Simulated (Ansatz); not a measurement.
**Run report: TaN, single-point calculation**

- system: TaN (2 atoms in the cell)
- method: DFT PBEsol, scalar-relativistic, plane waves, PAW, no spin polarisation (Ansatz 0.2.0)

The structure derives from an entry of the Crystallography Open Database. It belongs to a series of runs on one base structure; here: strain +0.0050 x Voigt [1, 0, 0, 0, 0, 0], atoms carried along.

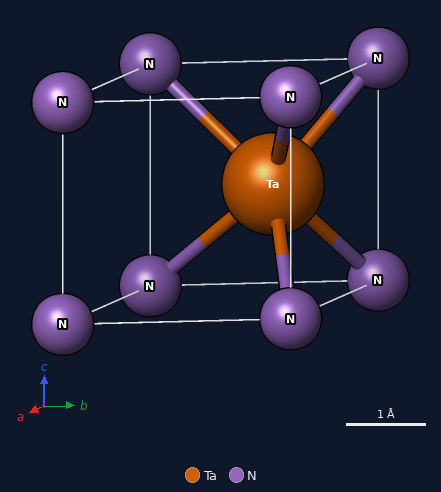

Figure 1. The structure (ball-and-stick view of the cell of the calculation, seen slightly off an axis). An atom can appear more than once, as a periodic image.

## The input
```yaml
crystal:
  lattice:
    - [2.9386089899, 0.0, 0.0]
    - [-1.469304495, 2.5322487931, 0.0]
    - [0.0, 0.0, 2.8707276427]
  atoms:
    - { symbol: Ta, position: [0.3333333333, 0.6666666667, 0.5] }
    - { symbol: "N", position: [0.0, 0.0, 0.0] }
basis:
  ecutwfc: 420
kpoints:
  mp_grid: { grid: [24, 24, 20] }
hamiltonian:
  xc: pbesol
scf:
  occupations: { method: gaussian, width: 0.15 }
output:
  forces: true
  stress: true
  eigenvalues: true
  write_density: true
  write_potential: true
  elf: true
  volumetric_format: npy
```

Hardware: 1 thread of Intel Xeon (Granite Rapids), 192 GiB of memory available, shared host.

Run as:
```bash
ansatz run input.yaml --threads 1 --pin off --max-ram 2560MiB --backend cpu --events-out ev --progress --plain --runs-dir out
```

## What the program printed
```
Engine: ansatz 0.2.0, x86_64-unknown-linux-gnu
Pseudopotentials: kind: paw
Pseudopotential: Ta, paw, valence charge 13, recommended cutoff 420 eV (normal), Ta.paw.azcp
Pseudopotential: N, paw, valence charge 5, recommended cutoff 420 eV (normal), N.paw.azcp
Functional definition: PBEsol
  exchange = pbesol_x
  correlation = pbesol_c
Crystal: 2 atoms, lattice volume = 21.362 Å³
Basis set: ecut = 420 eV, 405 PW (Γ), exchange–correlation on 40×40×40 points (8 copies of the dense FFT grid, shifted against one another)
Bands: 13, of which v1, the nominal top of the filled ones, is band 9 counted from 1 (8 counted from 0)
Symmetry: 4 space group operations
Space group: Amm2 (ITA 38), of the structure as read, at distance tolerance 2.8e-5 Å
k-points: 1727 of 11520 (time reversal used)
Non-local potential: Ta, projectors of the file, l = 0: 3, l = 1: 2, l = 2: 2, l = 3: 1
Non-local potential: N, projectors of the file, l = 0: 2, l = 1: 2, l = 2: 1
PAW form: soft (Blöchl's): semilocal exchange-correlation on the pseudo side does not see the compensation charge
PAW frozen core: Ta, regenerated for the run's functional, and the local potential with it (the file was generated under x = pbe(κ = 0.804, μ = 0.2195149727645171), c = pbe(β = 0.06672455060314922))
PAW frozen core: N, regenerated for the run's functional, and the local potential with it (the file was generated under x = pbe(κ = 0.804, μ = 0.2195149727645171), c = pbe(β = 0.06672455060314922))
PAW one-centre angular grid: Ta, 590 points (default); XC on 64 Gauss nodes
PAW one-centre angular grid: N, 110 points (default); XC on 64 Gauss nodes
Initial density: superposition of atomic densities (neutral atoms: chi_scale 0, normalization atom), corrected by the library's trained network
Initial wavefunctions: pseudopotential atomic-orbital guess
Functional: x = pbesol(κ = 0.804, μ = 0.12345679012345678), c = pbesol(β = 0.046)
SCF iter   1: F=—  HF=-10187.655724 eV  |F-HF|=—  |Δ(HF+E_count)|=         —  Δρ=1.74e-2  dr2=6.15e-2  ethr=1.77e-3  ⟨swp⟩=5.2  Hψ=110215  notcnv=0
preconditioner: auto → none  [metal: Δε(μ)=0.012 eV  Ē_g=11.050 eV  σ=0.150 eV  W_gap=0.04  n_scr=8 (ndim 8)  ℏωp=25.4 eV  f_vac=0.000  D(μ)=0.08/eV (n_scr^D=0)  sad-step TF]
SCF iter   2: F=—  HF=-10187.648958 eV  |F-HF|=—  |Δ(HF+E_count)|=   6.77e-3  Δρ=1.05e-2  dr2=2.62e-2  ethr=3.42e-4  ⟨swp⟩=1.0  Hψ=36267  notcnv=0
SCF iter   3: F=—  HF=-10187.643214 eV  |F-HF|=—  |Δ(HF+E_count)|=   5.74e-3  Δρ=1.10e-3  dr2=1.54e-4  ethr=1.46e-4  ⟨swp⟩=2.1  Hψ=28282  notcnv=0
SCF iter   4: F=—  HF=-10187.643143 eV  |F-HF|=—  |Δ(HF+E_count)|=   7.03e-5  Δρ=2.27e-4  dr2=7.06e-6  ethr=8.56e-7  ⟨swp⟩=2.0  Hψ=36035  notcnv=0
SCF iter   5: F=—  HF=-10187.643158 eV  |F-HF|=—  |Δ(HF+E_count)|=   1.42e-5  Δρ=1.86e-5  dr2=3.38e-8  ethr=3.92e-8  ⟨swp⟩=2.4  Hψ=32148  notcnv=0
SCF iter   6: F=-10187.643158 eV  HF=-10187.643158 eV  |F-HF|=1.53e-10  |Δ(HF+E_count)|=   1.52e-9  Δρ=3.43e-6  dr2=6.86e-10  ethr=1.88e-10  ⟨swp⟩=6.2  Hψ=133854  notcnv=0
the search or the solves at the SCF's close seem to have found levels that the self-consistency loop had missed (the run counts 1). By its estimate they hold under 1e-12 electrons; where the run keeps them, the occupations were computed again with them
SCF 1 converged in 6 iterations: F = -10187.643158 eV  dr2 = 6.86e-10
  greatest PAW one-centre occupation: 1.000 electrons in one spin orbital (limit 2), on the Ta atom at site 0 (counted from 0), in its partial waves of l = 0
SCF converged after 6 iterations
Free energy (F): -10187.643158 eV
Harris-Foulkes:  -10187.643158 eV  (|F-HF|=1.53e-10)
Internal energy: -10187.642370 eV  (E = F + TS)
E sigma→0 (E₀):  -10187.642764 eV
Entropy (-TS):   -0.000788 eV (-0.394 meV/atom)
Fermi energy:    20.258778 eV
--- Per-component energies (eV) ---
  E_band       = -51.082088
  E_kinetic    = 499.590006
  E_local      = -599.049906  (includes V_loc(G=0)·N_el)
  E_nonlocal   = 62.624713
  E_hartree    = 201.384556
  E_xc         = -278.125422
  E_vxc        = -281.955548  (∫ρ·V_xc dr)
  E_paw        = -8395.437184  (= ΣΔE_a)
  E_vpaw       = -135.060297  (= ΣTr[D̂ρ^β])
  E_aug_tail   = 0.000180  (compensation charges beyond the density's cutoff)
  E_ewald      = -1678.871059
  E_core_change = 0.241745  (= ΣΔE_core)
  E_smearing   = -0.000788  (= −TS)
  E_closure    = -0.000000  (closes the sum)
  Σ components = -10187.643158   (vs F -10187.643158, Δ=0.00e0)
--- Forces (eV/Å), atoms counted from 1 ---
  atom   1  Ta    -0.00000000     0.00995752     0.00000000
  atom   2  N      0.00000000    -0.00995841     0.00000000
  max |Σ_I F_I| component: 8.87e-7 eV/Å
--- Stress (GPa, compression-positive) ---
       -3.296111      -0.000000       0.000000
       -0.000000      -1.076337       0.000000
        0.000000       0.000000      -0.780351
  P = ⅓ Tr σ = -1.7176 GPa (-17.176 kbar)
--- Band table (eV; the first three rows and the last of 1727) ---
  k-point 0: bands = ["-48.0832", "-14.4271", "-14.1739", "-14.1630", "2.4913", "15.6198", "15.6811", "16.0212", "17.3565", "22.5235", "23.8816", "23.9473", "24.3074"]
  k-point 1: bands = ["-48.0819", "-14.4530", "-14.1718", "-14.1610", "2.5450", "15.6414", "15.7003", "15.8117", "17.5325", "22.6177", "23.4179", "23.4710", "24.6770"]
  k-point 2: bands = ["-48.0780", "-14.5274", "-14.1658", "-14.1549", "2.7025", "15.3134", "15.7043", "15.7648", "17.9442", "22.7640", "22.8151", "22.8829", "25.0450"]
  k-point 1726: bands = ["-47.9526", "-15.1271", "-14.8737", "-14.5017", "4.5849", "12.5892", "13.3896", "16.1416", "19.2142", "24.4091", "25.3777", "26.3502", "27.4791"]
```

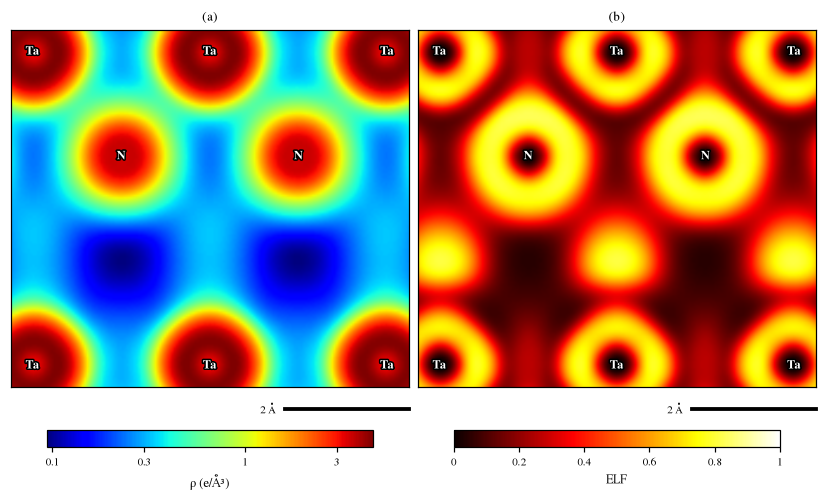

Figure 2. (a) valence charge density (pseudo); (b) electron localisation function on the (110) plane of the conventional cell. Atoms in the plane: Ta and N. Ta–N (2.22 Å): the density is about 0.55 e/Å³ at the midpoint; the ELF is about 0.20 at the midpoint (a polar contact without a shared pair, in a metal). Ta–Ta (2.87 Å): ρ at the midpoint is about 0.3 e/Å³; the ELF is about 0.25 at the midpoint; no localised pair between them. Away from the nuclei the density in this plane falls to 0.09 e/Å³ at its lowest. The strong features right at Ta lie inside the PAW spheres (semicore, d or f shells) and say nothing about bonding. In a PAW calculation such maps are meaningful between the atoms, not at the nuclei.

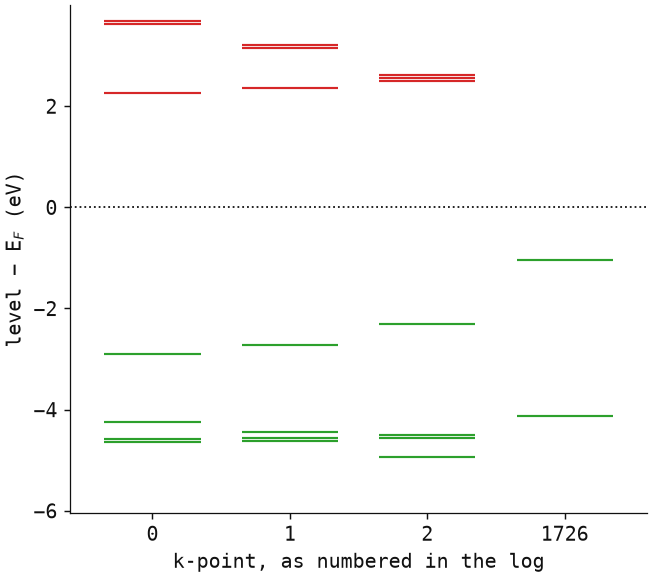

Figure 3. Kohn–Sham levels near the Fermi level (dotted) at the few k-points that the log prints; levels within 0.02 eV of each other stand side by side. The system is metallic on the full mesh.

## Summary

```tsv
quantity	value
outcome	converged
space group (tolerance 0.01 Å)	Amm2 (38)
electrons treated	18
free energy	−10187.6432 eV
Fermi energy	20.259 eV
gap on the k-point mesh	none (metallic)
pressure	−1.72 GPa
largest force (length of the vector)	0.010 eV/Å
wall time	28 s
peak memory	0.85 GiB
```

## Notes

Spin–orbit coupling is left out, which matters for Ta.
